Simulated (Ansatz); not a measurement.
# What a change does: single-point calculation on W

System: W (Im-3m, 1 atom in the cell).
Method of run 1: DFT PBE, scalar-relativistic, plane waves, PAW, no spin polarisation (Ansatz 0.2.0).

The structure derives from an entry of the Crystallography Open Database. Text and figures count atoms from 1; the logs count them from 0 in places.

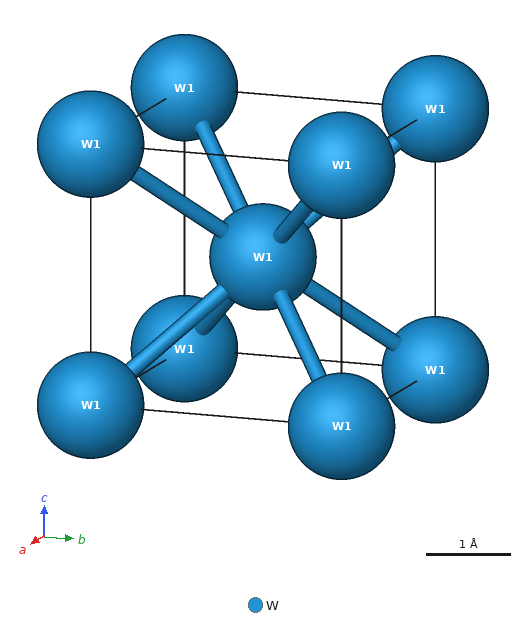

Figure 1. The input geometry (ball-and-stick view of the cell 2 times as large as that of the calculation, set on its symmetry axes, seen slightly off an axis; atoms are numbered from 1 in the order of the input).

**The input, run 1**
```yaml
crystal:
  lattice:
    - [-1.5973, 1.5973, 1.5973]
    - [1.5973, -1.5973, 1.5973]
    - [1.5973, 1.5973, -1.5973]
  atoms:
    - { symbol: W, position: [0.0, 0.0, 0.0] }
basis:
  ecutwfc: 420
kpoints:
  mp_grid: { grid: [20, 20, 20] }
hamiltonian:
  xc: pbe
scf:
  occupations: { method: gaussian, width: 0.15 }
output:
  forces: true
  stress: true
  eigenvalues: true
  write_density: true
  write_potential: true
  elf: true
  volumetric_format: npy
```

Launched with:
```bash
ansatz run input.yaml --threads 1 --pin off --max-ram 2560MiB --backend cpu --events-out ev --progress --plain --runs-dir out
```

Hardware: 1 thread of Arm Neoverse V2, 24 GiB of memory available, shared host.

**Output, shortened to warnings, some set-up lines, iterations and results (run 1)**
```
Basis set: ecut = 420 eV, 321 PW (Γ), exchange–correlation on 40×40×40 points (8 copies of the dense FFT grid, shifted against one another)
Symmetry: 48 space group operations
k-points: 256 of 8000
Initial density: superposition of atomic densities (neutral atoms: chi_scale 0, normalization atom), corrected by the library's trained network
[...]
SCF iter   1: F=—  HF=-10384.827435 eV  |F-HF|=—  |Δ(HF+E_count)|=         —  Δρ=1.53e-3  dr2=1.27e-4  ethr=1.77e-3  ⟨swp⟩=5.0  Hψ=14846  notcnv=0
SCF iter   2: F=—  HF=-10384.827233 eV  |F-HF|=—  |Δ(HF+E_count)|=   2.02e-4  Δρ=8.04e-4  dr2=3.37e-5  ethr=9.05e-7  ⟨swp⟩=2.3  Hψ=6456  notcnv=0
SCF iter   3: F=—  HF=-10384.827263 eV  |F-HF|=—  |Δ(HF+E_count)|=   2.93e-5  Δρ=1.88e-4  dr2=4.33e-6  ethr=2.41e-7  ⟨swp⟩=2.0  Hψ=4341  notcnv=0
SCF iter   4: F=—  HF=-10384.827261 eV  |F-HF|=—  |Δ(HF+E_count)|=   1.80e-6  Δρ=8.90e-5  dr2=6.63e-7  ethr=3.09e-8  ⟨swp⟩=2.9  Hψ=4299  notcnv=0
SCF iter   5: F=—  HF=-10384.827261 eV  |F-HF|=—  |Δ(HF+E_count)|=   1.64e-7  Δρ=5.33e-5  dr2=3.19e-7  ethr=4.74e-9  ⟨swp⟩=1.0  Hψ=2802  notcnv=0
SCF iter   6: F=-10384.827260 eV  HF=-10384.827261 eV  |F-HF|=1.60e-8  |Δ(HF+E_count)|=   1.42e-7  Δρ=1.30e-5  dr2=1.92e-8  ethr=7.14e-10  ⟨swp⟩=6.1  Hψ=15750  notcnv=0
SCF 1 converged in 6 iterations: F = -10384.827260 eV  dr2 = 1.92e-8
SCF converged after 6 iterations
Free energy (F): -10384.827260 eV
Harris-Foulkes:  -10384.827261 eV  (|F-HF|=1.60e-8)
Internal energy: -10384.823557 eV  (E = F + TS)
E sigma→0 (E₀):  -10384.825409 eV
Entropy (-TS):   -0.003704 eV (-3.704 meV/atom)
Fermi energy:    21.958637 eV
--- Per-component energies (eV) ---
  E_band       = -91.021978
  E_kinetic    = 448.966750
  E_local      = -617.874902  (includes V_loc(G=0)·N_el)
  E_nonlocal   = 0.200707
  E_hartree    = 220.447569
  E_xc         = -266.651730
  E_vxc        = -238.405693  (∫ρ·V_xc dr)
  E_paw        = -8562.336660  (= ΣΔE_a)
  E_vpaw       = -124.807761  (= ΣTr[D̂ρ^β])
  E_aug_tail   = -0.000067  (compensation charges beyond the density's cutoff)
  E_ewald      = -1607.575222
  E_smearing   = -0.003704  (= −TS)
  E_closure    = 0.000000  (closes the sum)
  Σ components = -10384.827260   (vs F -10384.827260, Δ=0.00e0)
--- Forces (eV/Å), atoms counted from 1 ---
  atom   1  W     -0.00000000    -0.00000000     0.00000000
  max |Σ_I F_I| component: 4.83e-32 eV/Å
--- Stress (GPa, compression-positive) ---
       -3.101229      -0.000000       0.000000
       -0.000000      -3.101229      -0.000000
        0.000000       0.000000      -3.101229
  P = ⅓ Tr σ = -3.1012 GPa (-31.012 kbar)
```

For run 2 the input was changed thus:
```diff
-  mp_grid: { grid: [20, 20, 20] }
+  mp_grid: { grid: [24, 24, 24] }
```

How does run 2 compare with run 1?

The free energy of run 2 is 2.0 meV per atom higher, which measures how much it depends on this numerical setting. The number of SCF iterations is the same. The irreducible k-points go from 256 to 413. On the same kind of shared host run 2 took about 1.5 times as long.

**Output, shortened to warnings, some set-up lines, iterations and results (run 2)**
```
Basis set: ecut = 420 eV, 321 PW (Γ), exchange–correlation on 40×40×40 points (8 copies of the dense FFT grid, shifted against one another)
Symmetry: 48 space group operations
k-points: 413 of 13824
Initial density: superposition of atomic densities (neutral atoms: chi_scale 0, normalization atom), corrected by the library's trained network
[...]
SCF iter   1: F=—  HF=-10384.825417 eV  |F-HF|=—  |Δ(HF+E_count)|=         —  Δρ=1.54e-3  dr2=1.27e-4  ethr=1.77e-3  ⟨swp⟩=5.0  Hψ=24000  notcnv=0
SCF iter   2: F=—  HF=-10384.825196 eV  |F-HF|=—  |Δ(HF+E_count)|=   2.21e-4  Δρ=8.07e-4  dr2=3.29e-5  ethr=9.08e-7  ⟨swp⟩=2.2  Hψ=10257  notcnv=0
SCF iter   3: F=—  HF=-10384.825226 eV  |F-HF|=—  |Δ(HF+E_count)|=   2.95e-5  Δρ=1.80e-4  dr2=4.08e-6  ethr=2.35e-7  ⟨swp⟩=2.0  Hψ=7005  notcnv=0
SCF iter   4: F=—  HF=-10384.825224 eV  |F-HF|=—  |Δ(HF+E_count)|=   1.91e-6  Δρ=5.27e-5  dr2=1.70e-7  ethr=2.91e-8  ⟨swp⟩=2.0  Hψ=6617  notcnv=0
SCF iter   5: F=—  HF=-10384.825224 eV  |F-HF|=—  |Δ(HF+E_count)|=   1.89e-8  Δρ=4.06e-5  dr2=1.88e-7  ethr=1.21e-9  ⟨swp⟩=1.0  Hψ=4523  notcnv=0
SCF iter   6: F=-10384.825224 eV  HF=-10384.825224 eV  |F-HF|=1.62e-8  |Δ(HF+E_count)|=   8.00e-8  Δρ=1.29e-5  dr2=1.94e-8  ethr=7.14e-10  ⟨swp⟩=6.1  Hψ=25074  notcnv=0
SCF 1 converged in 6 iterations: F = -10384.825224 eV  dr2 = 1.94e-8
SCF converged after 6 iterations
Free energy (F): -10384.825224 eV
Harris-Foulkes:  -10384.825224 eV  (|F-HF|=1.62e-8)
Internal energy: -10384.820933 eV  (E = F + TS)
E sigma→0 (E₀):  -10384.823078 eV
Entropy (-TS):   -0.004291 eV (-4.291 meV/atom)
Fermi energy:    21.946311 eV
--- Per-component energies (eV) ---
  E_band       = -91.010523
  E_kinetic    = 448.981437
  E_local      = -617.891422  (includes V_loc(G=0)·N_el)
  E_nonlocal   = 0.198540
  E_hartree    = 220.457846
  E_xc         = -266.653745
  E_vxc        = -238.408017  (∫ρ·V_xc dr)
  E_paw        = -8562.338299  (= ΣΔE_a)
  E_vpaw       = -124.810588  (= ΣTr[D̂ρ^β])
  E_aug_tail   = -0.000067  (compensation charges beyond the density's cutoff)
  E_ewald      = -1607.575222
  E_smearing   = -0.004291  (= −TS)
  E_closure    = 0.000000  (closes the sum)
  Σ components = -10384.825224   (vs F -10384.825224, Δ=0.00e0)
--- Forces (eV/Å), atoms counted from 1 ---
  atom   1  W      0.00000000    -0.00000000     0.00000000
  max |Σ_I F_I| component: 2.88e-32 eV/Å
--- Stress (GPa, compression-positive) ---
       -3.039144      -0.000000      -0.000000
        0.000000      -3.039144      -0.000000
       -0.000000      -0.000000      -3.039144
  P = ⅓ Tr σ = -3.0391 GPa (-30.391 kbar)
```

**The two runs side by side**

| quantity | run 1 | run 2 |
| --- | --- | --- |
| outcome | converged | converged |
| free energy per atom (eV) | −10384.8273 | −10384.8252 |
| energy per atom, smearing taken to zero (eV) | −10384.8254 | −10384.8231 |
| gap on the mesh (eV) | 0.00 | 0.00 |
| pressure (GPa) | −3.10 | −3.04 |
| largest force (eV/Å) | 0.000 | 0.000 |
| SCF iterations | 6 | 6 |
| irreducible k-points | 256 | 413 |
| plane waves at Γ | 321 | 321 |
| wall time (shared host) | 2.6 s | 4 s |

For both runs: Spin–orbit coupling is left out, which matters for W.
